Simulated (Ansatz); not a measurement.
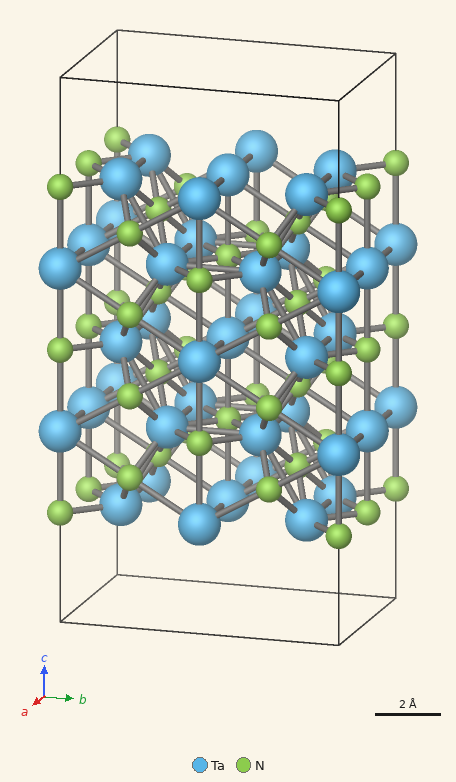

**Figure 1.** The starting structure (ball-and-stick view of the 2 × 1 repeat of the cell, with the vacuum cut short, seen slightly off an axis). An atom can appear more than once, as a periodic image.

## Ta15N13: geometry relaxation (part 1 of 3)

Ta15N13 (slab, 28 atoms in the cell), computed with DFT PBEsol, scalar-relativistic, plane waves, PAW, no spin polarisation (Ansatz 0.2.0).

The structure derives from an entry of the Crystallography Open Database. It belongs to a series of runs on one base structure; here: (1 1 0) slab, atoms relaxed.

**Input file**
```yaml
crystal:
  lattice:
    - [2.9035873959, 0.0, 0.0]
    - [0.0, 9.0154793236, 0.0]
    - [0.0, 0.0, 25.4101788287]
  atoms:
    - { symbol: Ta, position: [0.0, 0.5, 0.2951573088] }
    - { symbol: Ta, position: [0.5, 0.1666666667, 0.2951573088] }
    - { symbol: Ta, position: [0.5, 0.8333333333, 0.2951573088] }
    - { symbol: "N", position: [0.0, 0.0, 0.2951573088] }
    - { symbol: "N", position: [0.0, 0.25, 0.3463679816] }
    - { symbol: "N", position: [0.0, 0.75, 0.3463679816] }
    - { symbol: Ta, position: [0.0, 0.0, 0.3975786544] }
    - { symbol: Ta, position: [0.5, 0.6666666667, 0.3975786544] }
    - { symbol: Ta, position: [0.5, 0.3333333333, 0.3975786544] }
    - { symbol: "N", position: [0.0, 0.5, 0.3975786544] }
    - { symbol: "N", position: [0.0, 0.75, 0.4487893272] }
    - { symbol: "N", position: [0.0, 0.25, 0.4487893272] }
    - { symbol: Ta, position: [0.0, 0.5, 0.5] }
    - { symbol: Ta, position: [0.5, 0.1666666667, 0.5] }
    - { symbol: Ta, position: [0.5, 0.8333333333, 0.5] }
    - { symbol: "N", position: [0.0, 0.0, 0.5] }
    - { symbol: "N", position: [0.0, 0.25, 0.5512106728] }
    - { symbol: "N", position: [0.0, 0.75, 0.5512106728] }
    - { symbol: Ta, position: [0.0, 0.0, 0.6024213456] }
    - { symbol: Ta, position: [0.5, 0.6666666667, 0.6024213456] }
    - { symbol: Ta, position: [0.5, 0.3333333333, 0.6024213456] }
    - { symbol: "N", position: [0.0, 0.5, 0.6024213456] }
    - { symbol: "N", position: [0.0, 0.75, 0.6536320184] }
    - { symbol: "N", position: [0.0, 0.25, 0.6536320184] }
    - { symbol: Ta, position: [0.0, 0.5, 0.7048426912] }
    - { symbol: Ta, position: [0.5, 0.1666666667, 0.7048426912] }
    - { symbol: Ta, position: [0.5, 0.8333333333, 0.7048426912] }
    - { symbol: "N", position: [0.0, 0.0, 0.7048426912] }
basis:
  ecutwfc: 420
kpoints:
  mp_grid: { grid: [12, 4, 1] }
hamiltonian:
  xc: pbesol
scf:
  occupations: { method: gaussian, width: 0.1 }
output:
  forces: true
  eigenvalues: true
  write_density: true
  write_potential: true
  elf: true
  volumetric_format: npy
relax:
  adjacent_minimum: "off"
  f_tol: 0.02
  max_steps: 60
efield:
  axis: 3
  dipole_correction: true
  ramp_width: 0.04
```

Run on 4 threads of Intel Xeon (Granite Rapids), 32 GiB of memory available, shared host.

Launched with:
```bash
ansatz run input.yaml --threads 4 --pin off --max-ram 10240MiB --backend cpu --events-out ev --progress --plain --runs-dir out
```

**The program's output**
```
Engine: ansatz 0.2.0, x86_64-unknown-linux-gnu
Pseudopotentials: kind: paw
Pseudopotential: Ta, paw, valence charge 13, recommended cutoff 420 eV (normal), Ta.paw.azcp
Pseudopotential: N, paw, valence charge 5, recommended cutoff 420 eV (normal), N.paw.azcp
Functional definition: PBEsol
  exchange = pbesol_x
  correlation = pbesol_c
Crystal: 28 atoms, lattice volume = 665.168 Å³
Basis set: ecut = 420 eV, 12951 PW (Γ), exchange–correlation on 40×128×360 points (8 copies of the dense FFT grid, shifted against one another)
Bands: 158, of which v1, the nominal top of the filled ones, is band 130 counted from 1 (129 counted from 0)
Symmetry: 4 space group operations
k-points: 21 of 48
Non-local potential: Ta, projectors of the file, l = 0: 3, l = 1: 2, l = 2: 2, l = 3: 1
Non-local potential: N, projectors of the file, l = 0: 2, l = 1: 2, l = 2: 1
PAW form: soft (Blöchl's): semilocal exchange-correlation on the pseudo side does not see the compensation charge
PAW frozen core: Ta, regenerated for the run's functional, and the local potential with it (the file was generated under x = pbe(κ = 0.804, μ = 0.2195149727645171), c = pbe(β = 0.06672455060314922))
PAW frozen core: N, regenerated for the run's functional, and the local potential with it (the file was generated under x = pbe(κ = 0.804, μ = 0.2195149727645171), c = pbe(β = 0.06672455060314922))
PAW one-centre angular grid: Ta, 590 points (default); XC on 64 Gauss nodes
PAW one-centre angular grid: N, 110 points (default); XC on 64 Gauss nodes
Initial density: superposition of atomic densities (neutral atoms: chi_scale 0, normalization atom), corrected by the library's trained network
Initial wavefunctions: pseudopotential atomic-orbital guess
Functional: x = pbesol(κ = 0.804, μ = 0.12345679012345678), c = pbesol(β = 0.046)
SCF iter   1: F=—  HF=-152033.411253 eV  |F-HF|=—  |Δ(HF+E_count)|=         —  Δρ=1.51e-2  dr2=3.05e1  ethr=1.77e-3  p=0.000 e·Å  D=2.47e-13 V/Å  ΔV_dip=-0.00 eV  dr2_dipole=3.77e-7  V_vac-E_F(+/−)=5.40/5.40 eV  ⟨swp⟩=8.6  Hψ=16658  notcnv=0
efield: sawtooth ramp at fractional position 0.9800 (placed from the atoms, in the widest stretch of the axis that holds none; the zero of the levels goes with the place), width 0.0400; the density the first Hamiltonian is built on has a dipole p = 0.000 e·Å; the dipole correction subtracts the counter field D = 2.47e-13 V/Å, which shifts the + side's vacuum level by -0.00 eV against the − side's; the planar-averaged density in the ramp window peaks in size at 3.1e-5 e/Å³
preconditioner: auto → LDOS  [metal: Δε(μ)=0.013 eV  Ē_g=8.515 eV  σ=0.100 eV  W_gap=0.07  n_scr=138 (ndim 8)  ℏωp=17.0 eV  f_vac=0.437  D(μ)=13.59/eV (n_scr^D=66)  β→1.0]
SCF iter   2: F=—  HF=-152032.353213 eV  |F-HF|=—  |Δ(HF+E_count)|=    1.06e0  Δρ=6.82e-3  dr2=7.35e-1  ethr=1.77e-3  p=0.000 e·Å  D=6.39e-5 V/Å  ΔV_dip=-0.00 eV  dr2_dipole=9.17e-5  V_vac-E_F(+/−)=4.59/4.60 eV  ⟨swp⟩=3.4  Hψ=4891  notcnv=0  defer=383
SCF iter   3: F=—  HF=-152032.320291 eV  |F-HF|=—  |Δ(HF+E_count)|=   3.29e-2  Δρ=4.46e-3  dr2=2.00e-1  ethr=2.83e-4  p=0.000 e·Å  D=1.31e-5 V/Å  ΔV_dip=-0.00 eV  dr2_dipole=1.60e-8  V_vac-E_F(+/−)=4.55/4.55 eV  ⟨swp⟩=2.6  Hψ=5584  notcnv=0  defer=383
SCF iter   4: F=—  HF=-152032.283458 eV  |F-HF|=—  |Δ(HF+E_count)|=   3.68e-2  Δρ=1.29e-3  dr2=1.72e-2  ethr=7.69e-5  p=0.000 e·Å  D=1.12e-5 V/Å  ΔV_dip=-0.00 eV  dr2_dipole=1.07e-6  V_vac-E_F(+/−)=4.50/4.50 eV  ⟨swp⟩=2.7  Hψ=5029  notcnv=0  defer=383
SCF iter   5: F=—  HF=-152032.281211 eV  |F-HF|=—  |Δ(HF+E_count)|=   2.25e-3  Δρ=3.19e-4  dr2=1.04e-3  ethr=6.61e-6  p=0.000 e·Å  D=6.14e-6 V/Å  ΔV_dip=-0.00 eV  dr2_dipole=1.36e-7  V_vac-E_F(+/−)=4.48/4.48 eV  ⟨swp⟩=2.7  Hψ=5483  notcnv=0  defer=377
SCF iter   6: F=—  HF=-152032.281651 eV  |F-HF|=—  |Δ(HF+E_count)|=   4.40e-4  Δρ=1.24e-4  dr2=1.18e-4  ethr=3.99e-7  p=0.000 e·Å  D=1.88e-6 V/Å  ΔV_dip=-0.00 eV  dr2_dipole=7.86e-10  V_vac-E_F(+/−)=4.47/4.47 eV  ⟨swp⟩=2.7  Hψ=5136  notcnv=0  defer=377
SCF iter   7: F=—  HF=-152032.281690 eV  |F-HF|=—  |Δ(HF+E_count)|=   3.92e-5  Δρ=5.97e-5  dr2=2.60e-5  ethr=4.54e-8  p=0.000 e·Å  D=3.83e-7 V/Å  ΔV_dip=-0.00 eV  dr2_dipole=8.31e-10  V_vac-E_F(+/−)=4.47/4.47 eV  ⟨swp⟩=2.8  Hψ=5070  notcnv=0  defer=377
SCF iter   8: F=-152032.281701 eV  HF=-152032.281699 eV  |F-HF|=1.87e-6  |Δ(HF+E_count)|=   9.31e-6  Δρ=2.25e-5  dr2=2.87e-6  ethr=3.85e-9  p=-0.000 e·Å  D=-2.35e-8 V/Å  ΔV_dip=0.00 eV  dr2_dipole=3.92e-10  V_vac-E_F(+/−)=4.47/4.47 eV  ⟨swp⟩=30.0  Hψ=42182  notcnv=0
SCF 1 converged in 8 iterations: F = -152032.281701 eV  dr2 = 2.87e-6
  greatest PAW one-centre occupation: 1.000 electrons in one spin orbital (limit 2), on the Ta atom at site 20 (counted from 0), in its partial waves of l = 0
relax step   1: F+E_penalty+E_count = -152032.28170107 eV  Δ(F+E_penalty+E_count) = +0.000e0 eV  max|allowed force component| = 1.823e0 eV/Å  Δτ_max = 0.0000 Å  (8 SCF iters, dr2 threshold 1.00e-5 eV, accepted)
Initial density: handed on by an earlier stage of this run
Initial wavefunctions: those handed on with the density
iter 1 solved again at ethr=2.77e-4 eV; its pass at ethr=3.10e-3 eV (dr2=7.21e-1 eV) is discarded
SCF iter   1: F=—  HF=-152033.506962 eV  |F-HF|=—  |Δ(HF+E_count)|=         —  Δρ=7.58e-3  dr2=7.58e-1  ethr=2.77e-4  p=-0.000 e·Å  D=-2.35e-8 V/Å  ΔV_dip=0.00 eV  dr2_dipole=1.53e-10  V_vac-E_F(+/−)=4.48/4.48 eV  ⟨swp⟩=2.1  Hψ=11664  notcnv=0  defer=350
efield: sawtooth ramp at fractional position 0.9800 (handed on by an earlier solve), width 0.0400; the density the first Hamiltonian is built on has a dipole p = -0.000 e·Å; the dipole correction subtracts the counter field D = -2.35e-8 V/Å, which shifts the + side's vacuum level by +0.00 eV against the − side's; the planar-averaged density in the ramp window peaks in size at 2.4e-6 e/Å³
preconditioner: auto → LDOS  [metal: Δε(μ)=0.006 eV  Ē_g=8.576 eV  σ=0.100 eV  W_gap=0.04  n_scr=138 (ndim 8)  ℏωp=17.0 eV  f_vac=0.444  D(μ)=11.67/eV (n_scr^D=58)  β→1.0]
SCF iter   2: F=—  HF=-152033.433750 eV  |F-HF|=—  |Δ(HF+E_count)|=   7.32e-2  Δρ=3.91e-3  dr2=2.45e-1  ethr=2.77e-4  p=-0.000 e·Å  D=-2.94e-7 V/Å  ΔV_dip=0.00 eV  dr2_dipole=6.84e-12  V_vac-E_F(+/−)=4.38/4.38 eV  ⟨swp⟩=3.4  Hψ=5057  notcnv=0  defer=350
SCF iter   3: F=—  HF=-152033.392537 eV  |F-HF|=—  |Δ(HF+E_count)|=   4.12e-2  Δρ=9.60e-4  dr2=1.66e-2  ethr=9.43e-5  p=0.000 e·Å  D=2.01e-7 V/Å  ΔV_dip=-0.00 eV  dr2_dipole=1.73e-11  V_vac-E_F(+/−)=4.41/4.41 eV  ⟨swp⟩=2.8  Hψ=4922  notcnv=0  defer=344
SCF iter   4: F=—  HF=-152033.392037 eV  |F-HF|=—  |Δ(HF+E_count)|=   4.99e-4  Δρ=4.06e-4  dr2=1.40e-3  ethr=6.39e-6  p=0.000 e·Å  D=2.13e-7 V/Å  ΔV_dip=-0.00 eV  dr2_dipole=2.54e-12  V_vac-E_F(+/−)=4.40/4.40 eV  ⟨swp⟩=3.0  Hψ=5851  notcnv=0  defer=379
SCF iter   5: F=—  HF=-152033.392084 eV  |F-HF|=—  |Δ(HF+E_count)|=   4.69e-5  Δρ=1.58e-4  dr2=2.14e-4  ethr=5.38e-7  p=0.000 e·Å  D=1.36e-7 V/Å  ΔV_dip=-0.00 eV  dr2_dipole=3.90e-13  V_vac-E_F(+/−)=4.40/4.40 eV  ⟨swp⟩=2.2  Hψ=4575  notcnv=0  defer=379
SCF iter   6: F=-152033.392102 eV  HF=-152033.392101 eV  |F-HF|=1.11e-6  |Δ(HF+E_count)|=   1.69e-5  Δρ=5.76e-5  dr2=2.50e-5  ethr=3.85e-8  p=0.000 e·Å  D=7.52e-8 V/Å  ΔV_dip=-0.00 eV  dr2_dipole=1.54e-14  V_vac-E_F(+/−)=4.41/4.41 eV  ⟨swp⟩=28.0  Hψ=42988  notcnv=0
SCF 2 converged in 6 iterations: F = -152033.392102 eV  dr2 = 2.50e-5
relax step   2: F+E_penalty+E_count = -152033.39210220 eV  Δ(F+E_penalty+E_count) = -1.110e0 eV  max|allowed force component| = 1.328e0 eV/Å  Δτ_max = 0.1966 Å  (6 SCF iters, dr2 threshold 1.00e-4 eV, accepted)
[... from here on the SCF iterations and repeated set-up lines of each step are left out, up to the last step ...]
SCF 3 converged in 6 iterations: F = -152034.139288 eV  dr2 = 6.67e-5
relax step   3: F+E_penalty+E_count = -152034.13928757 eV  Δ(F+E_penalty+E_count) = -7.472e-1 eV  max|allowed force component| = 6.867e-1 eV/Å  Δτ_max = 0.1996 Å  (6 SCF iters, dr2 threshold 1.00e-4 eV, accepted)
SCF 4 converged in 6 iterations: F = -152034.568531 eV  dr2 = 1.04e-5
relax step   4: F+E_penalty+E_count = -152034.56853098 eV  Δ(F+E_penalty+E_count) = -4.292e-1 eV  max|allowed force component| = 6.064e-1 eV/Å  Δτ_max = 0.2000 Å  (6 SCF iters, dr2 threshold 1.00e-4 eV, accepted)
SCF 5 converged in 6 iterations: F = -152034.829254 eV  dr2 = 7.57e-5
relax step   5: F+E_penalty+E_count = -152034.82925432 eV  Δ(F+E_penalty+E_count) = -2.607e-1 eV  max|allowed force component| = 9.545e-1 eV/Å  Δτ_max = 0.1940 Å  (6 SCF iters, dr2 threshold 9.83e-5 eV, accepted)
SCF 6 converged in 6 iterations: F = -152036.052497 eV  dr2 = 2.43e-5
relax step   6: F+E_penalty+E_count = -152036.05249654 eV  Δ(F+E_penalty+E_count) = -1.223e0 eV  max|allowed force component| = 1.160e0 eV/Å  Δτ_max = 0.2000 Å  (6 SCF iters, dr2 threshold 1.00e-4 eV, accepted)
SCF 7 converged in 6 iterations: F = -152036.828936 eV  dr2 = 1.34e-5
relax step   7: F+E_penalty+E_count = -152036.82893614 eV  Δ(F+E_penalty+E_count) = -7.764e-1 eV  max|allowed force component| = 1.366e0 eV/Å  Δτ_max = 0.1941 Å  (6 SCF iters, dr2 threshold 1.00e-4 eV, accepted)
SCF 8 converged in 6 iterations: F = -152037.862475 eV  dr2 = 7.67e-5
relax step   8: F+E_penalty+E_count = -152037.86247481 eV  Δ(F+E_penalty+E_count) = -1.034e0 eV  max|allowed force component| = 1.219e0 eV/Å  Δτ_max = 0.1949 Å  (6 SCF iters, dr2 threshold 1.00e-4 eV, accepted)
SCF 9 converged in 6 iterations: F = -152038.776535 eV  dr2 = 5.67e-5
relax step   9: F+E_penalty+E_count = -152038.77653488 eV  Δ(F+E_penalty+E_count) = -9.141e-1 eV  max|allowed force component| = 9.320e-1 eV/Å  Δτ_max = 0.1952 Å  (6 SCF iters, dr2 threshold 1.00e-4 eV, accepted)
SCF 10 converged in 6 iterations: F = -152039.105353 eV  dr2 = 2.70e-5
relax step  10: F+E_penalty+E_count = -152039.10535256 eV  Δ(F+E_penalty+E_count) = -3.288e-1 eV  max|allowed force component| = 5.568e-1 eV/Å  Δτ_max = 0.2000 Å  (6 SCF iters, dr2 threshold 1.00e-4 eV, accepted)
SCF 11 converged in 5 iterations: F = -152039.187697 eV  dr2 = 6.42e-5
relax step  11: F+E_penalty+E_count = -152039.18769688 eV  Δ(F+E_penalty+E_count) = -8.234e-2 eV  max|allowed force component| = 1.343e-1 eV/Å  Δτ_max = 0.0845 Å  (5 SCF iters, dr2 threshold 1.00e-4 eV, accepted)
SCF 12 converged in 7 iterations: F = -152039.195121 eV  dr2 = 2.98e-7
relax step  12: F+E_penalty+E_count = -152039.19512080 eV  Δ(F+E_penalty+E_count) = -7.424e-3 eV  max|allowed force component| = 6.286e-2 eV/Å  Δτ_max = 0.0251 Å  (7 SCF iters, dr2 threshold 1.13e-6 eV, accepted)
SCF 13 converged in 7 iterations: F = -152039.192490 eV  dr2 = 7.09e-8
relax step  13: F+E_penalty+E_count = -152039.19248992 eV  Δ(F+E_penalty+E_count) = +2.631e-3 eV  max|allowed force component| = 9.902e-2 eV/Å  Δτ_max = 0.0458 Å  (7 SCF iters, rejected (line search))
SCF iter   1: F=—  HF=-152039.202623 eV  |F-HF|=—  |Δ(HF+E_count)|=         —  Δρ=1.75e-3  dr2=2.08e-2  ethr=1.10e-4  p=0.000 e·Å  D=6.07e-6 V/Å  ΔV_dip=-0.00 eV  dr2_dipole=7.66e-8  V_vac-E_F(+/−)=4.24/4.24 eV  ⟨swp⟩=2.6  Hψ=5763  notcnv=0  defer=324
efield: sawtooth ramp at fractional position 0.9800 (handed on by an earlier solve), width 0.0400; the density the first Hamiltonian is built on has a dipole p = 0.000 e·Å; the dipole correction subtracts the counter field D = 6.07e-6 V/Å, which shifts the + side's vacuum level by -0.00 eV against the − side's; the planar-averaged density in the ramp window peaks in size at 6.1e-6 e/Å³
preconditioner: auto → LDOS  [metal: Δε(μ)=0.002 eV  Ē_g=8.621 eV  σ=0.100 eV  W_gap=0.01  n_scr=138 (ndim 8)  ℏωp=17.0 eV  f_vac=0.448  D(μ)=11.42/eV (n_scr^D=58)  β→1.0]
SCF iter   2: F=—  HF=-152039.199262 eV  |F-HF|=—  |Δ(HF+E_count)|=   3.36e-3  Δρ=9.36e-4  dr2=1.39e-2  ethr=7.99e-6  p=0.000 e·Å  D=6.97e-6 V/Å  ΔV_dip=-0.00 eV  dr2_dipole=3.86e-8  V_vac-E_F(+/−)=4.23/4.23 eV  ⟨swp⟩=3.0  Hψ=6501  notcnv=0  defer=325
SCF iter   3: F=—  HF=-152039.196512 eV  |F-HF|=—  |Δ(HF+E_count)|=   2.75e-3  Δρ=1.36e-4  dr2=1.78e-4  ethr=5.35e-6  p=0.000 e·Å  D=3.72e-6 V/Å  ΔV_dip=-0.00 eV  dr2_dipole=5.39e-9  V_vac-E_F(+/−)=4.24/4.24 eV  ⟨swp⟩=2.0  Hψ=4674  notcnv=0  defer=325
SCF iter   4: F=—  HF=-152039.196496 eV  |F-HF|=—  |Δ(HF+E_count)|=   1.55e-5  Δρ=3.92e-5  dr2=3.34e-5  ethr=6.84e-8  p=0.000 e·Å  D=3.11e-6 V/Å  ΔV_dip=-0.00 eV  dr2_dipole=4.46e-10  V_vac-E_F(+/−)=4.25/4.25 eV  ⟨swp⟩=3.0  Hψ=6438  notcnv=0  defer=325
SCF iter   5: F=—  HF=-152039.196798 eV  |F-HF|=—  |Δ(HF+E_count)|=   3.02e-4  Δρ=1.32e-5  dr2=3.46e-6  ethr=1.28e-8  p=0.000 e·Å  D=2.73e-6 V/Å  ΔV_dip=-0.00 eV  dr2_dipole=1.75e-11  V_vac-E_F(+/−)=4.25/4.25 eV  ⟨swp⟩=2.0  Hψ=4025  notcnv=0  defer=325
SCF iter   6: F=—  HF=-152039.196798 eV  |F-HF|=—  |Δ(HF+E_count)|=   3.93e-7  Δρ=5.33e-6  dr2=2.54e-7  ethr=1.33e-9  p=0.000 e·Å  D=2.53e-6 V/Å  ΔV_dip=-0.00 eV  dr2_dipole=2.04e-12  V_vac-E_F(+/−)=4.25/4.25 eV  ⟨swp⟩=2.8  Hψ=5195  notcnv=0  defer=325
SCF iter   7: F=-152039.196798 eV  HF=-152039.196798 eV  |F-HF|=1.76e-8  |Δ(HF+E_count)|=   4.62e-8  Δρ=2.09e-6  dr2=3.88e-8  ethr=3.85e-11  p=0.000 e·Å  D=2.48e-6 V/Å  ΔV_dip=-0.00 eV  dr2_dipole=1.03e-12  V_vac-E_F(+/−)=4.25/4.25 eV  ⟨swp⟩=23.0  Hψ=32710  notcnv=0
SCF 14 converged in 7 iterations: F = -152039.196798 eV  dr2 = 3.88e-8
relax step  14: F+E_penalty+E_count = -152039.19679846 eV  Δ(F+E_penalty+E_count) = -1.678e-3 eV  max|allowed force component| = 1.293e-2 eV/Å  Δτ_max = 0.0078 Å  (7 SCF iters, accepted)
```

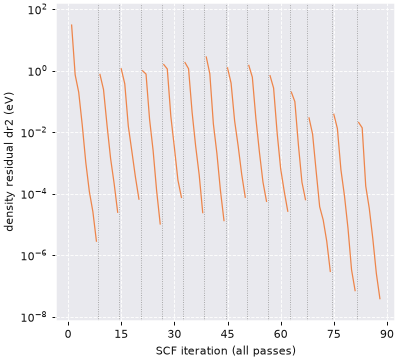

**Figure 2.** Convergence of the self-consistent field: density residual dr2 against the SCF iteration. The dotted lines part the SCF passes of the relaxation: geometry steps, rejected trials and re-solves on a re-selected basis. The 14 passes take 5 to 8 iterations each, 88 in all.
